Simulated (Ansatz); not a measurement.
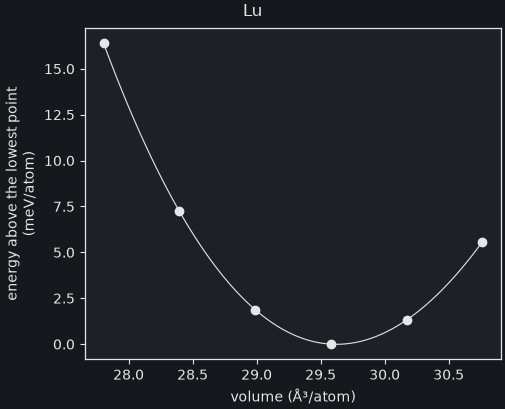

Plotted: energy above the lowest point against volume for Lu, space group Im-3m (No. 229) (one of a set of cubic test structures, which need not be the stable phase).

Computed with Ansatz 0.2.0 development build: equation of state of a cubic crystal from periodic Kohn-Sham density functional theory without spin, third-order Birch-Murnaghan fit to the free energies; pressure corrected for the finite basis. Level: PBE.

- structure type: bcc
- atoms in cell: 1
- space group number: 229
- lattice centring: body-centred primitive
- k mesh: 20×20×20
- occupation method: Fermi–Dirac
- occupation width: 0.06123 eV
- wave cutoff: 700 eV
- datasets: soft-1 PAW
- density tolerance: 1e−09 eV
- bands: 17
- density cutoff ratio: 4
- search for lower states: default

### What equilibrium volume and bulk modulus follow from the curve?

A third-order Birch–Murnaghan fit gives V0 = 29.62 Å³/atom, B0 = 43 GPa and B′ = 3.2.

Keep in mind: cubic model structure, not the ambient form.
